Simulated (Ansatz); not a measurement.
# How Nb(100) screens a field, part 2 of 2

Where does the screening charge of Nb(100) sit?

Ansatz 0.2.0; plane-wave DFT, r2SCAN, Ansatz PAW.

So far. Step 7 (Atoms held, field 0.2 V/Å): The dipole is 0.218 e·Å. Step 8 (Single point, field -0.2 V/Å): The dipole is -0.218 e·Å.

## 9. Single point, field 0.4 V/Å

The input, input.yaml:

```yaml
crystal:
  lattice:
    - [3.3, 0.0, 0.0]
    - [0.0, 3.3, 0.0]
    - [0.0, 0.0, 31.2]
  atoms:
    - { symbol: Nb, position: [0.0, 0.0, 0.2884615385] }
    - { symbol: Nb, position: [0.5, 0.5, 0.3413461538] }
    - { symbol: Nb, position: [0.0, 0.0, 0.3942307692] }
    - { symbol: Nb, position: [0.5, 0.5, 0.4471153846] }
    - { symbol: Nb, position: [0.0, 0.0, 0.5] }
    - { symbol: Nb, position: [0.5, 0.5, 0.5528846154] }
    - { symbol: Nb, position: [0.0, 0.0, 0.6057692308] }
    - { symbol: Nb, position: [0.5, 0.5, 0.6586538462] }
    - { symbol: Nb, position: [0.0, 0.0, 0.7115384615] }
kpoints:
  mp_grid: { grid: [16, 16, 1] }
hamiltonian:
  xc: r2scan
scf:
  occupations: { method: fermi_dirac, width: 0.1 }
  convergence: { dr2_threshold: 1.0e-10 }
efield:
  axis: 3
  dipole_correction: true
  ramp_position: 0.97
  ramp_width: 0.06
  amplitude: 0.4
output:
  forces: true
  write_potential: true
  write_density: true
  volumetric_format: npy
  elf: true
```

Run with:

```
$ ansatz run input.yaml --threads 4 --pin off --max-ram 6144MiB --backend cpu --events-out ev --progress --plain --runs-dir out
```

Numbers of over 12 decimals in the logs are rounded to 6 here.

The log of the run:

```text
[...]
Crystal: 9 atoms, lattice volume = 339.768 Å³
Basis set: ecut = 500 eV, 8601 PW (Γ), exchange–correlation on 100×100×960 points (64 copies of the dense FFT grid, shifted against one another)
Bands: 71, of which v1, the nominal top of the filled ones, is band 59 counted from 1 (58 counted from 0)
Symmetry: 8 space group operations
k-points: 45 of 256
[...]
k-point 0: bands = [... 55 lower, 6.9464, 6.9464, 7.0757, 7.0757, 7.1479, 7.2115, 7.2115, 7.3570, ... 8 higher]
  k-point 1: bands = [... 55 lower, 6.8757, 6.9406, 6.9776, 7.0248, 7.1103, 7.2081, 7.2285, 7.3456, ... 8 higher]
  k-point 2: bands = [... 55 lower, 6.6372, 6.7463, 6.7746, 6.9718, 7.1231, 7.1699, 7.3247, 7.4065, ... 8 higher]
  k-point 44: bands = [... 55 lower, 6.1819, 6.1819, 7.0520, 7.0520, 8.0853, 8.0853, 9.0448, 9.0543, ... 8 higher]
[key lines of the parts left out:]
SCF converged after 16 iterations
Free energy (F): -41069.318875 eV
Fermi energy:    6.686449 eV
Dipole field:    D = 0.232047 V/Å  (p = 0.435709 e·Å, saw-weighted, corrected)
```

It took 80 s on 4 threads of Intel Xeon Platinum 8488C (Sapphire Rapids), shared host; peak memory 2 GiB.

Running mean over 1.65 Å of the planar mean, with the applied field; the ramp of the sawtooth is left out. Table of electron's electrostatic potential energy less the Fermi level by z:

| z (Å) | electron's electrostatic potential energy less the Fermi level (eV) |
| --- | --- |
| 5.0 | 3.12 |
| 7.5 | 1.19 |
| 10.0 | -11.0 |
| 12.5 | -11.0 |
| 15.0 | -10.9 |
| 17.5 | -10.9 |
| 20.0 | -11.0 |
| 22.5 | -9.43 |
| 25.0 | 3.79 |
| 27.5 | 4.92 |

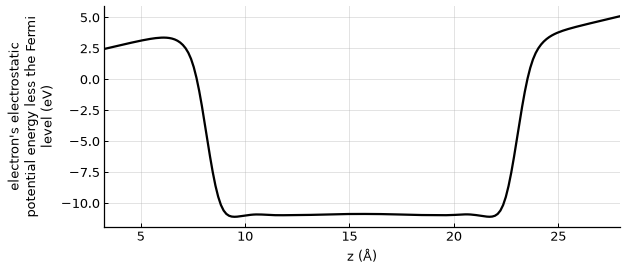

Electron's electrostatic potential energy less the Fermi level against z.

The dipole is 0.436 e·Å.

## 10. The response

This step: plane-wave DFT, r2SCAN, Ansatz PAW; screening of a field by a metal slab (Ansatz 0.2.0).

The dipoles give the slope, and the difference of two potentials shows where the field is screened.

This step gave:

* equivalent conductor thickness p/(ε₀AE): 18.08 Å
* distance between the outer atoms: 13.20 Å
* inner field over outer field: 3.30e-5
* image plane, upper face: 2.433 Å
* induced electrons on the upper face over ε₀E: -0.9993
* image plane, lower face: 2.433 Å
* induced electrons on the lower face over ε₀E: 0.9992

Table of dipole of the cell by applied field:

| applied field (V/Å) | dipole of the cell (e·Å) |
| --- | --- |
| -0.200 | -0.218 |
| -0.100 | -0.109 |
| -0.050 | -0.0544 |
| 0.000 | 0 |
| 0.050 | 0.0544 |
| 0.100 | 0.109 |
| 0.200 | 0.218 |
| 0.400 | 0.436 |

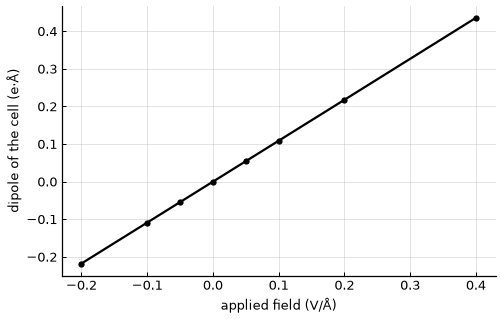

Dipole of the cell, plotted against applied field.

Local field over the applied field, running mean. From the potentials at -0.05 and 0.05 V/Å; running mean over 1.65 Å. Table of local field over applied field by z:

| z (Å) | local field over applied field |
| --- | --- |
| 6 | 0.810 |
| 8 | -0.0465 |
| 10 | -0.00288 |
| 12 | 0.00312 |
| 14 | 2.8e-4 |
| 16 | 3.4e-5 |
| 18 | -2.8e-4 |
| 20 | 0.00538 |
| 22 | -0.0273 |
| 24 | 0.286 |
| 26 | 0.941 |

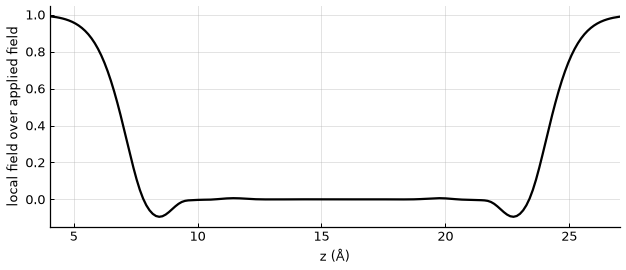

Local field over applied field against z.

The induced electron density oscillates, so the rows of the table below give means over windows of 2.5 Å about each position, cut where the curve ends. Its maxima inside the range that stand out by 2 % of the span (Å: e/Å³ per V/Å): 7.4: 0.00386, 9.0: -1.3e-4, 9.8: 4.2e-4, 11.4: 9.7e-5, 20.5: 2.7e-4, 22.0: 3.9e-4, 22.6: 0.00246. Its minima: 8.6: -0.00246, 9.2: -3.9e-4, 10.7: -2.7e-4, 19.8: -9.7e-5, 21.4: -4.2e-4, 22.2: 1.3e-4, 23.8: -0.00386.

Electrons, planar mean, per unit field. Table of induced electron density by z; means over each step:

| z (Å) | induced electron density (e/Å³ per V/Å) |
| --- | --- |
| 5.0 | 5.4e-4 |
| 7.5 | 0.00180 |
| 10.0 | -1.1e-4 |
| 12.5 | 2.4e-5 |
| 15.0 | 1.1e-6 |
| 17.5 | 2.3e-6 |
| 20.0 | 2.6e-5 |
| 22.5 | -3.1e-4 |
| 25.0 | -0.00186 |

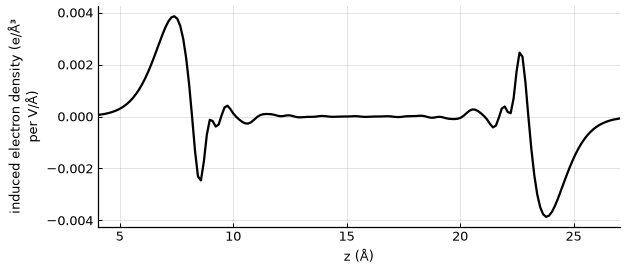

Induced electron density, plotted against z.

By hand: between -0.05 and 0.05 V/Å the dipole changes by 0.1088 e·Å, a slope of 1.088 e·Å²/V. A perfect conductor of thickness t has p = ε₀AEt, so t = 180.95 × 1.088 / 10.890 = 18.08 Å (e/ε₀ = 180.95 V·Å, A in Å²). Less the 13.20 Å between the outer atoms, and halved, that puts each image plane 2.44 Å out.

The induced dipole is that of a conductor 18.08 Å thick.

## 11. A changed input

This step: plane-wave DFT, r2SCAN, Ansatz PAW (Ansatz 0.2.0).

An input spoilt on purpose, to show how the run answers: it repeats the earlier run at 0.05 V/Å with efield.ramp_width from 0.06 to 0.9, and scf.max_iter set to 75.

input.yaml: that of step 9 with these lines changed.

```diff
@@ -22,2 +22,3 @@
   convergence: { dr2_threshold: 1.0e-10 }
+  max_iter: 75
 efield:
@@ -26,4 +27,4 @@
   ramp_position: 0.97
-  ramp_width: 0.06
-  amplitude: 0.4
+  ramp_width: 0.9
+  amplitude: 0.05
 output:
@@ -33,2 +34 @@
   volumetric_format: npy
-  elf: true
```

The log of the run:

```text
Engine: ansatz 0.2.0, x86_64-unknown-linux-gnu
Pseudopotentials: kind: paw
Pseudopotential: Nb, paw, valence charge 13, recommended cutoff 500 eV (meta_gga), Nb.paw.azcp
Functional definition: r2SCAN
  parameter k0 = 0.174
  parameter k1 = 0.065
  parameter a1 = 4.9479
  exchange = r2scan_x(k0 = k0, k1 = k1, a1 = a1)
  correlation = r2scan_c
Crystal: 9 atoms, lattice volume = 339.768 Å³
Basis set: ecut = 500 eV, 8601 PW (Γ), exchange–correlation on 100×100×960 points (64 copies of the dense FFT grid, shifted against one another)
Bands: 71, of which v1, the nominal top of the filled ones, is band 59 counted from 1 (58 counted from 0)
Symmetry: 8 space group operations
k-points: 45 of 256
Non-local potential: Nb, projectors of the file, l = 0: 3, l = 1: 2, l = 2: 2, l = 3: 1
PAW form: soft (Blöchl's): semilocal exchange-correlation on the pseudo side does not see the compensation charge
PAW frozen core: Nb, regenerated for the run's functional (the file was generated under x = pbe(κ = 0.804, μ = 0.219515), c = pbe(β = 0.066725))
PAW one-centre angular grid: Nb, 590 points (default); XC on 160 Gauss nodes
Initial density: superposition of atomic densities (neutral atoms: chi_scale 0, normalization atom), corrected by the library's trained network
Initial wavefunctions: pseudopotential atomic-orbital guess
Functional: x = r2scan, c = r2scan; τ floored in thin density (d = 2e-4 eV/Å³)
Error: efield: ion 0 (Nb) at fractional coordinate 0.2885 along the field axis lies inside the sawtooth ramp with 2 of the planes that the density is read on at each end, [0.9617, 0.8783] — the ramp must sit in vacuum (an ion there feels the fictitious reversed slope); set or move the ramp (efield.ramp_position / ramp_width) or move the geometry
```

The job ended after 0.43 s (4 threads; peak memory 0.87 GiB).

The input was rejected at the start.

The program's message: “Error: efield: ion 0 (Nb) at fractional coordinate 0.2885 along the field axis lies inside the sawtooth ramp with 2 of the planes that the density is read on at each end, [0.9617, 0.8783] — the ramp m …”

The fault put into the input: a ramp so wide that it reaches the atoms.

## 12. The same run with other settings

Another changed input: it repeats the earlier run at 0.05 V/Å with basis.ecutwfc to 800 eV and scf.algorithm to density_mixing.

input.yaml: that of step 11 with these lines changed.

```diff
@@ -22,3 +22,3 @@
   convergence: { dr2_threshold: 1.0e-10 }
-  max_iter: 75
+  algorithm: density_mixing
 efield:
@@ -27,3 +27,3 @@
   ramp_position: 0.97
-  ramp_width: 0.9
+  ramp_width: 0.06
   amplitude: 0.05
@@ -34 +34,3 @@
   volumetric_format: npy
+basis:
+  ecutwfc: "800 eV"
```

The log of the run:

```text
[...]
Crystal: 9 atoms, lattice volume = 339.768 Å³
Basis set: ecut = 800 eV, 17455 PW (Γ), exchange–correlation on 128×128×1152 points (64 copies of the dense FFT grid, shifted against one another)
Bands: 71, of which v1, the nominal top of the filled ones, is band 59 counted from 1 (58 counted from 0)
Symmetry: 8 space group operations
k-points: 45 of 256
[...]
SCF iter   1: F=—  HF=-41070.159569 eV  |F-HF|=—  |Δ(HF+E_count)|=         —  Δρ=2.15e-2  dr2=7.20e1  dr2_τ=2.97e-1  ethr=1.77e-3  p=0.000 e·Å  D=1.29e-13 V/Å  ΔV_dip=-0.00 eV  dr2_dipole=2.29e1  V_vac-E_F(+/−)=4.98/3.54 eV  ⟨swp⟩=8.6  Hψ=15282  notcnv=0
[...]
SCF iter  13: F=-41069.266588 eV  HF=-41069.266588 eV  |F-HF|=3.64e-11  |Δ(HF+E_count)|=  1.89e-10  Δρ=5.96e-8  dr2=5.71e-11  dr2_τ=1.48e-12  ethr=1.00e-12  p=0.054 e·Å  D=2.90e-2 V/Å  ΔV_dip=-0.90 eV  dr2_dipole=1.73e-12  V_vac-E_F(+/−)=3.97/3.44 eV  ⟨swp⟩=14.6  Hψ=20359  notcnv=0
SCF 1 converged in 13 iterations: F = -41069.266588 eV  dr2 = 5.71e-11
[...]
SCF converged after 13 iterations
Free energy (F): -41069.266588 eV
[...]
Internal energy: -41068.904766 eV  (E = F + TS)
E sigma→0 (E₀):  -41069.085677 eV
Entropy (-TS):   -0.361823 eV (-40.203 meV/atom)
Fermi energy:    6.708269 eV
Dipole field:    D = 0.028977 V/Å  (p = 0.054409 e·Å, saw-weighted, corrected)
Work function:   not extracted (applied field tilts the vacuum); planar V_es + V_field profile in the machine report
[...]
--- Forces (eV/Å), atoms counted from 1 ---
  atom   1  Nb    -0.00000000     0.00000000     1.15406203
  atom   2  Nb    -0.00000000     0.00000000    -0.92638206
  atom   3  Nb     0.00000000     0.00000000    -0.53922263
  atom   4  Nb    -0.00000000     0.00000000     0.34536730
  atom   5  Nb     0.00000000     0.00000000    -0.00003504
  atom   6  Nb     0.00000000     0.00000000    -0.34547749
  atom   7  Nb     0.00000000     0.00000000     0.54047155
  atom   8  Nb    -0.00000000     0.00000000     0.93047715
  atom   9  Nb     0.00000000     0.00000000    -1.15925868
  max |Σ_I F_I| component: 2.13e-6 eV/Å
--- Band table (eV; the first three rows and the last of 45) ---
  k-point 0: bands = [... 55 lower, 6.9686, 6.9686, 7.0983, 7.0983, 7.1705, 7.2338, 7.2338, 7.3797, ... 8 higher]
  k-point 1: bands = [... 55 lower, 6.8975, 6.9630, 7.0001, 7.0473, 7.1309, 7.2244, 7.2511, 7.3680, ... 8 higher]
  k-point 2: bands = [... 55 lower, 6.6579, 6.7688, 6.7926, 6.9942, 7.1455, 7.1924, 7.3679, 7.4021, ... 8 higher]
  k-point 44: bands = [... 55 lower, 6.2031, 6.2031, 7.0728, 7.0728, 8.1056, 8.1056, 9.0680, 9.0725, ... 8 higher]
```

The job ended after 1.8 min (4 threads; peak memory 3.5 GiB; 7 min of CPU time).

Numbers from this step:

* energy at zero smearing: -41069.0857 eV
* dipole along the normal: 0.05441 e·Å

Force by atom:

| atom | x (eV/Å) | y (eV/Å) | z (eV/Å) | size |
| --- | --- | --- | --- | --- |
| Nb1 | 0.00 | 0.00 | 1.15 | 1.15 |
| Nb2 | 0.00 | 0.00 | -0.93 | 0.93 |
| Nb3 | 0.00 | 0.00 | -0.54 | 0.54 |
| Nb4 | 0.00 | 0.00 | 0.35 | 0.35 |
| Nb5 | 0.00 | 0.00 | 0.00 | 0.00 |
| Nb6 | 0.00 | 0.00 | -0.35 | 0.35 |
| Nb7 | 0.00 | 0.00 | 0.54 | 0.54 |
| Nb8 | 0.00 | 0.00 | 0.93 | 0.93 |
| Nb9 | 0.00 | 0.00 | -1.16 | 1.16 |

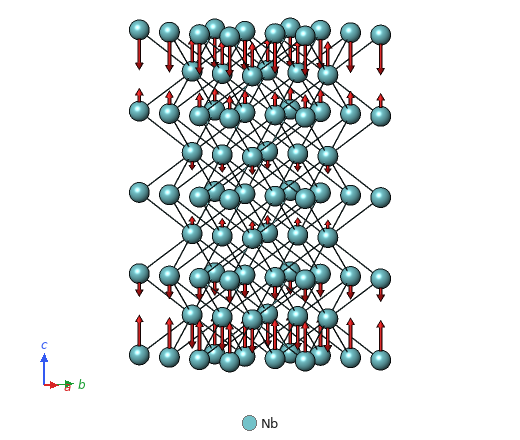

Force as arrows, the longest 1.16 eV/Å. 3×2×1 cells are drawn. Some periodic images of atoms are drawn too.

| quantity | this run | earlier run | difference |
| --- | --- | --- | --- |
| dipole along the normal (e·Å) | 0.05441 | 0.05441 | -1.4e-6 |

The dipole moves by under 0.5 % or 5e-5 e·Å.

## 13. Results

```
work function                                : 3.72 eV
image plane, upper face                      : 2.43 Å
induced electrons on the upper face over ε₀E : -0.999
equivalent conductor thickness p/(ε₀AE)      : 18.1 Å
inner field over outer field                 : 3.3e-5
```

**Reading.** The induced charge has its centre 2.43 Å outside the outermost atoms; this is the plane from which a capacitor's gap or an image potential counts. The equivalent conductor thickness exceeds the distance between the outer atoms by 4.88 Å, about the sum of the two image-plane distances. In the middle of the slab the field is screened to under 0.5 % of its outer value. The atoms are held at bulk positions with the tabulated experimental lattice constant.

[Logs are printed without paths, hosts, clocks, repeated set-up lines and the standing remarks that a program may print on its own settings, such as how far it seeks lower states.]

[Hosts, paths, dates, database ids (printed as entryN), source tags and the programs' standing remarks are cut or masked in the printed files.]

[Maps of the electrostatic potential energy from Ansatz leave out the sawtooth potential of an applied field or a dipole correction, so their vacuum need not be flat; planar profiles and work functions include it.]
